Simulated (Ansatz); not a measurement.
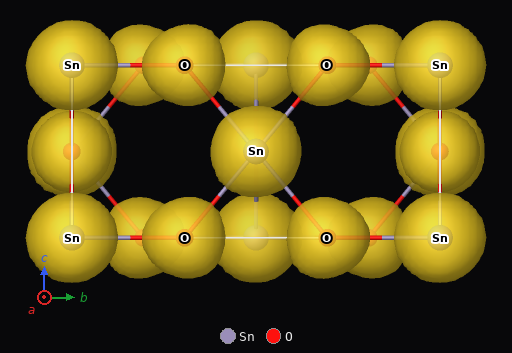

Figure. SnO2. Isosurface of the valence charge density (pseudo) at 1 e/Å³ (yellow), seen along the a axis. Sticks mark near contacts.

Space group Cmmm; a structure from a database of computed crystals, not necessarily the ambient phase; changed on purpose from its base cell (strain +0.0375 x Voigt [0, 0, 0, 0, 0, 1], atoms carried along).

These are results of DFT LDA, scalar-relativistic, plane waves, PAW in Ansatz, not measurements.

> How is the density connected at this value?

At this value the density breaks into separate islands; it holds about 70 % of the electrons treated as valence (semicore included). It bridges none of the near contacts. It is pinched off along the sampled Sn–O (2.01 Å) and Sn–O (2.07 Å) contacts. On the grid the lowest density along these lines, outside the cores, is 0.75 e/Å³ (Sn–O, 2.01 Å) and 0.66 e/Å³ (Sn–O, 2.07 Å).

> Metal or insulator at this level of theory?

It is gapped, with a Kohn–Sham gap of 1.2 eV on the k-point mesh (the band edges may lie off the mesh, which would make the gap smaller).
